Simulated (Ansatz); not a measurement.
**Band-structure calculation of KBr**

The run: band-structure calculation of KBr (P4/mmm, 2 atoms in the cell). Method and program: DFT, r2SCAN, plane waves, PAW, no spin polarisation (Ansatz 0.2.0).

The structure was built on a prototype by a generator. The geometry comes from this level: r2SCAN (a point of a series of strains). It belongs to a series of runs on one base structure; here: uniaxial_z strain +4.9%. Figures and captions count atoms from 1; the log counts them from 0 in places.

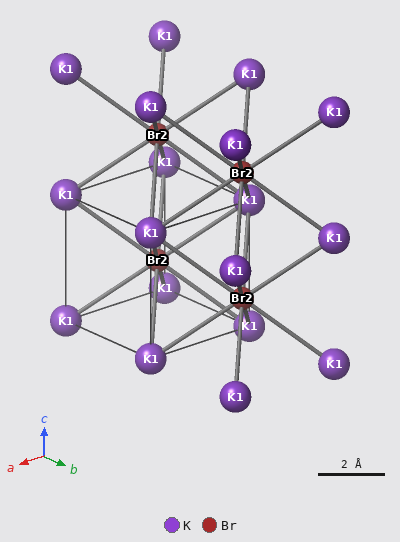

**Figure 1.** The input geometry (ball-and-stick view of the cell of the calculation, repeated 1 × 2 × 2, seen at an oblique angle; atoms are numbered from 1 in the order of the input). Near neighbours in the crystal (not all of them lie inside the picture): K has 8 Br at 3.50 Å; Br has 8 K at 3.50 Å.

Results in brief

| quantity | value |
| --- | --- |
| outcome | converged |
| space group (tolerance 0.01 Å) | P4/mmm (123) |
| electrons treated | 16 |
| free energy | −4339.1886 eV |
| Fermi energy | 2.025 eV |
| gap on the k-point mesh | 4.49 eV |
| pressure | −0.79 GPa |
| largest force (length of the vector) | under 0.001 eV/Å |
| hardware | 4 threads of an x86-64 CPU, shared host |
| wall time | 3.5 s (CPU time 11 s) |
| peak memory | 0.49 GiB |

Input
```yaml
crystal:
  lattice:
    - [3.9763217797, 0.0, 0.0]
    - [0.0, 3.9763217797, 0.0]
    - [0.0, 0.0, 4.1707639148]
  atoms:
    - { symbol: K, position: [0.0, 0.0, 0.0] }
    - { symbol: Br, position: [0.5, 0.5, 0.5] }
kpoints:
  mp_grid: { grid: [6, 6, 6] }
  band_path:
    path:
      - [0.0, 0.0, 0.0]
      - [0.0, 0.5, 0.0]
      - [0.5, 0.5, 0.0]
      - [0.5, 0.5, 0.5]
      - [0.0, 0.5, 0.5]
    npoints: 1
hamiltonian:
  xc: r2scan
scf:
  occupations: { method: fixed }
  n_extra_bands: 4
output:
  forces: true
  stress: true
  eigenvalues: true
```

Launched with:
```bash
ansatz run input.yaml --threads 4 --pin off --max-ram 3686MiB --backend cpu --events-out ev --progress --plain --runs-dir out
```

Log
```
scf.n_extra_bands = 4 over 8 filled bands (N_el = 16.0): the run solves 12 bands
Engine: ansatz 0.2.0, x86_64-unknown-linux-gnu
Pseudopotentials: kind: paw
Pseudopotential: K, paw, valence charge 9, recommended cutoff 500 eV (meta_gga), K.paw.azcp
Pseudopotential: Br, paw, valence charge 7, recommended cutoff 500 eV (meta_gga), Br.paw.azcp
Functional definition: r2SCAN
  parameter k0 = 0.174
  parameter k1 = 0.065
  parameter a1 = 4.9479
  exchange = r2scan_x(k0 = k0, k1 = k1, a1 = a1)
  correlation = r2scan_c
Crystal: 2 atoms, lattice volume = 65.945 Å³
Basis set: ecut = 500 eV, 1663 PW (Γ), exchange–correlation on 120×120×128 points (64 copies of the dense FFT grid, shifted against one another)
Bands: 12, of which v1, the nominal top of the filled ones, is band 8 counted from 1 (7 counted from 0)
Symmetry: 16 space group operations
Space group: P4/mmm (ITA 123), of the structure as read, at distance tolerance 4.0e-5 Å
k-points: 40 of 216
Non-local potential: K, projectors of the file, l = 0: 3, l = 1: 2, l = 2: 2
Non-local potential: Br, projectors of the file, l = 0: 2, l = 1: 2, l = 2: 2
PAW form: soft (Blöchl's): semilocal exchange-correlation on the pseudo side does not see the compensation charge
PAW frozen core: K, regenerated for the run's functional (the file was generated under x = pbe(κ = 0.804, μ = 0.2195149727645171), c = pbe(β = 0.06672455060314922))
PAW frozen core: Br, regenerated for the run's functional (the file was generated under x = pbe(κ = 0.804, μ = 0.2195149727645171), c = pbe(β = 0.06672455060314922))
PAW one-centre angular grid: K, 302 points (default); XC on 160 Gauss nodes
PAW one-centre angular grid: Br, 302 points (default); XC on 160 Gauss nodes
Initial density: superposition of atomic densities (neutral atoms: chi_scale 0, normalization atom), corrected by the library's trained network
Initial wavefunctions: pseudopotential atomic-orbital guess
Functional: x = r2scan, c = r2scan; τ floored in thin density (d = 2e-4 eV/Å³)
SCF iter   1: F=—  HF=-4339.174601 eV  |F-HF|=—  |Δ(HF+E_count)|=         —  Δρ=2.62e-3  dr2=3.55e-3  dr2_τ=2.03e-3  ethr=1.77e-3  ⟨swp⟩=5.7  Hψ=2674  notcnv=0  defer=63
preconditioner: auto → none  [insulator: Δε(μ)=4.550 eV  Ē_g=15.604 eV  n_scr=6 (ndim 8)  ℏωp=17.1 eV  f_vac=0.009  ε∞_Penn≈2.2]
SCF iter   2: F=—  HF=-4339.188469 eV  |F-HF|=—  |Δ(HF+E_count)|=   1.39e-2  Δρ=1.07e-3  dr2=2.76e-4  dr2_τ=6.29e-5  ethr=2.22e-5  ⟨swp⟩=3.0  Hψ=1253  notcnv=0  defer=78
SCF iter   3: F=—  HF=-4339.188613 eV  |F-HF|=—  |Δ(HF+E_count)|=   1.44e-4  Δρ=3.54e-4  dr2=3.25e-5  dr2_τ=4.78e-6  ethr=1.73e-6  ⟨swp⟩=3.0  Hψ=882  notcnv=0  defer=78
SCF iter   4: F=—  HF=-4339.188633 eV  |F-HF|=—  |Δ(HF+E_count)|=   2.01e-5  Δρ=4.92e-5  dr2=5.07e-7  dr2_τ=4.23e-7  ethr=2.03e-7  ⟨swp⟩=2.6  Hψ=761  notcnv=0  defer=64
iter 5 did not close the SCF: its close was put off for the readings that it lacked (scf_convergence_deferred on its scf_iter line)
SCF iter   5: F=-4339.188634 eV  HF=-4339.188634 eV  |F-HF|=3.34e-8  |Δ(HF+E_count)|=   7.92e-7  Δρ=6.77e-6  dr2=1.00e-8  dr2_τ=4.79e-9  ethr=3.17e-9  ⟨swp⟩=2.2  Hψ=758  notcnv=0  defer=66
SCF iter   6: F=-4339.188634 eV  HF=-4339.188634 eV  |F-HF|=1.29e-10  |Δ(HF+E_count)|=   3.70e-8  Δρ=7.81e-7  dr2=2.38e-10  dr2_τ=5.81e-11  ethr=6.26e-11  ⟨swp⟩=5.8  Hψ=3155  notcnv=0
SCF 1 converged in 6 iterations: F = -4339.188634 eV  dr2 = 2.38e-10
  greatest PAW one-centre occupation: 0.989 electrons in one spin orbital (limit 2), on the K atom at site 0 (counted from 0), in its partial waves of l = 0
```

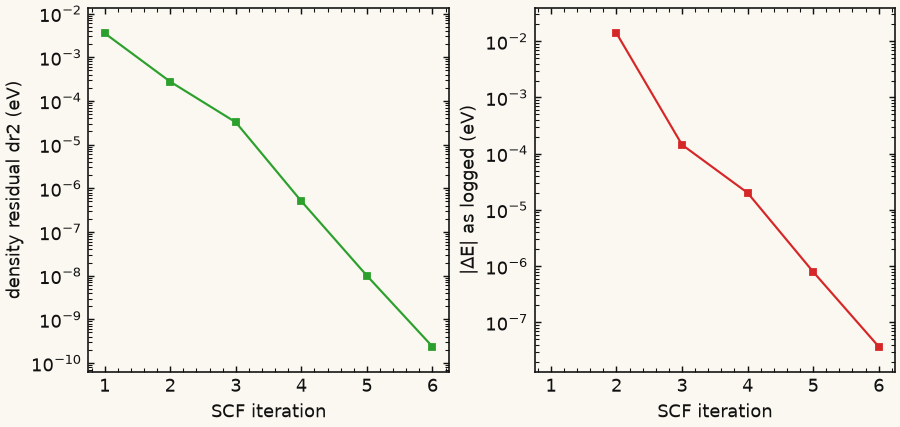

**Figure 2.** Convergence of the self-consistent field: density residual dr2 and size of the energy change against the SCF iteration. The residual falls at every step.

```
NSCF: frozen V_eff on 5 k-points
SCF converged after 6 iterations
Free energy (F): -4339.188634 eV
Harris-Foulkes:  -4339.188634 eV  (|F-HF|=1.29e-10)
Internal energy: -4339.188634 eV  (E = F + TS)
E sigma→0 (E₀):  -4339.188634 eV
Fermi energy:    2.025409 eV
--- Per-component energies (eV) ---
  E_band       = -134.661783
  E_kinetic    = 388.290529
  E_local      = -772.527965  (includes V_loc(G=0)·N_el)
  E_nonlocal   = 82.298973
  E_hartree    = 243.955992
  E_xc         = -385.554935
  E_vxc        = -302.102123  (∫ρ·V_xc dr)
  E_paw        = -3057.948856  (= ΣΔE_a)
  E_vpaw       = -35.649914  (= ΣTr[D̂ρ^β])
  E_aug_tail   = -0.000002  (compensation charges beyond the density's cutoff)
  E_vtau       = 17.116818  (kinetic-family band-sum trace: ∫τ·v_τ [+ j·A + Jᵃ·Aᵃ] dr)
  E_ewald      = -837.347991
  E_core_change = -0.354379  (= ΣΔE_core)
  E_smearing   = -0.000000  (= −TS)
  E_closure    = 0.000000  (closes the sum)
  Σ components = -4339.188634   (vs F -4339.188634, Δ=0.00e0)
--- Forces (eV/Å), atoms counted from 1 ---
  atom   1  K      0.00000000     0.00000000     0.00000000
  atom   2  Br     0.00000000     0.00000000     0.00000000
  max |Σ_I F_I| component: 1.26e-29 eV/Å
--- Stress (GPa, compression-positive) ---
       -0.201897       0.000000       0.000000
        0.000000      -0.201897       0.000000
        0.000000       0.000000      -1.979564
  P = ⅓ Tr σ = -0.7945 GPa (-7.945 kbar)
--- Band table (eV; the first three rows and the last of 40) ---
  k-point 0: bands = ["-27.8156", "-11.2720", "-10.4706", "-10.4671", "-10.4671", "1.4929", "1.7777", "1.7777", "6.5120", "8.2672", "8.4534", "12.2575"]
  k-point 1: bands = ["-27.8139", "-11.3227", "-10.4635", "-10.4635", "-10.4093", "1.0304", "1.7785", "1.7785", "7.1471", "8.6505", "8.7440", "12.2484"]
  k-point 2: bands = ["-27.8105", "-11.4115", "-10.4563", "-10.4563", "-10.2970", "0.3059", "1.7796", "1.7796", "8.3532", "9.1875", "9.7699", "12.3488"]
  k-point 39: bands = ["-27.7867", "-10.8762", "-10.5998", "-10.5998", "-10.5342", "0.4790", "0.4790", "0.5628", "9.8862", "9.9972", "9.9972", "11.8541"]
```

File bands.tsv
```
# k_distance	band_0	band_1	band_2	band_3	band_4	band_5	band_6	band_7	band_8	band_9	band_10	band_11
# fermi_ev = 2.025409
# lock_threshold_ev = 1e-6
# [0, 0, 0] at k_distance = 0.000000
# [0, 0.5, 0] at k_distance = 0.790075
# [0.5, 0.5, 0] at k_distance = 1.580150
# [0.5, 0.5, 0.5] at k_distance = 2.333392
# [0, 0.5, 0.5] at k_distance = 3.123467
# levels_relative_to = fermi_ev
# free_energy_ev = -4339.188634
# largest_residual_norms_ev = 4.715e-4 2.104e-3 6.550e-4 7.324e-4 8.564e-4 2.866e-3 2.896e-3 2.259e-3 1.240e-3 8.218e-4 8.082e-4 1.453e-3
0.000000	-29.840970	-13.297450	-12.495980	-12.492541	-12.492541	-0.532557	-0.247684	-0.247684	4.486613	6.241818	6.427996	10.232072
0.790075	-29.829089	-13.439409	-12.472273	-12.471672	-12.319388	-2.036370	-0.492911	-0.188063	7.084982	7.662318	8.450904	9.494421
1.580150	-29.817919	-13.002865	-12.651295	-12.651295	-12.454656	-1.480233	-1.480233	-0.224817	5.831585	6.883521	8.399544	8.399544
2.333392	-29.812070	-12.901644	-12.625208	-12.625208	-12.559572	-1.546433	-1.546433	-1.462656	7.860813	7.971832	7.971832	9.828668
3.123467	-29.822892	-13.051622	-12.661809	-12.594958	-12.461471	-1.552035	-1.441064	0.000000	5.702106	7.258692	8.744111	8.883153
```

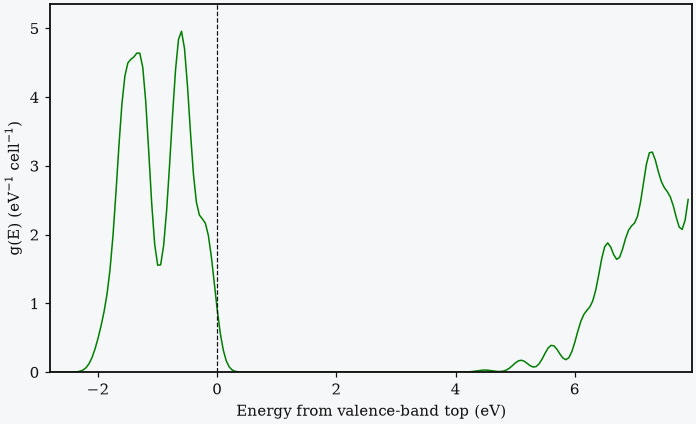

**Figure 3.** Density of states (the curve is built from the levels of the k mesh with Gaussians 0.3 eV wide, which also blur the band edges), with energies from the valence-band top. There is a gap of 4.49 eV on the k-point mesh. Small ripples come from the finite k-point mesh.
